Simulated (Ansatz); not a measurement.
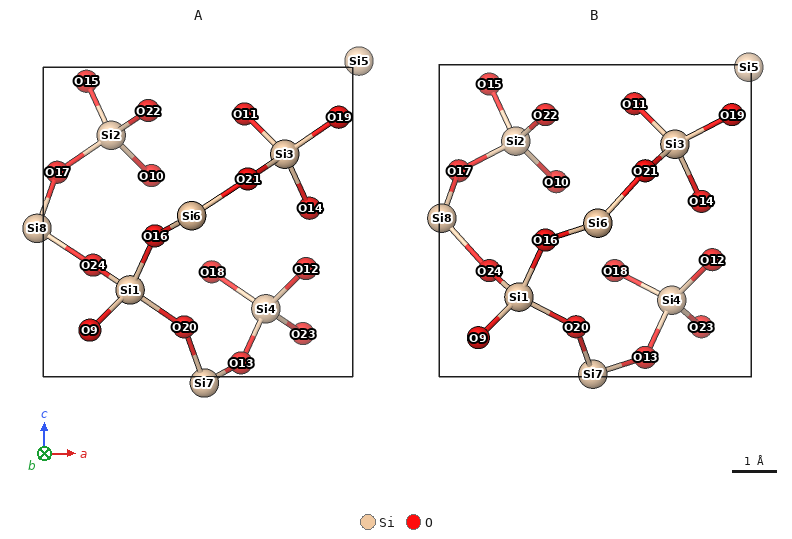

Two geometries of solid SiO₂ (set up in P2_13) (coarse preliminary run), drawn at one scale. One is the start of a relaxation, the other its converged end. The picture is a ball-and-stick view of the cell of the calculation, seen along the b axis.

Method: DFT LDA, scalar-relativistic, plane waves, PAW in Ansatz. Settings: plane-wave cutoff 420 eV; k-point mesh 4 × 4 × 4; occupations gaussian; smearing width 0.1 eV; no spin polarisation; cell and atoms relaxed; force threshold 0.05 eV/Å; at most 80 steps.

**Which of the two is the end point?**

Structure A is the relaxed one. The energy falls by 230 meV per atom in 4 accepted moves (5 points after the start). Largest force component: 2.4 eV/Å at the start, 0.0073 eV/Å at the end. Pressure: −2.71 GPa at the start and −0.20 GPa at the end. The SCF was repeated once at an unchanged geometry on a basis and grid sized afresh for the cell, which shifted the energy by 1.5 meV per atom at most. The largest moves relative to the cell, 0.35 Å, are those of Si5, Si6, Si7 and Si8. Si5 goes along [1 1 1]. By element the largest moves are Si 0.35 Å, O 0.31 Å. Cell: a = b = c 7.160 → 7.098 Å (−0.9 %). Volume −2.6 %. Some distances before and after: Si5–O15 1.668 → 1.608 Å, Si5–O9 1.649 → 1.597 Å, Si1–O9 1.612 → 1.600 Å, Si1–O16 1.597 → 1.607 Å. Bond angles that change, for instance: O9–Si5–O15 95.4° → 109.0°, O15–Si5–O19 119.1° → 109.9°, Si2–O15–Si5 138.0° → 146.2°. The space group stays P2_13 (No. 198).
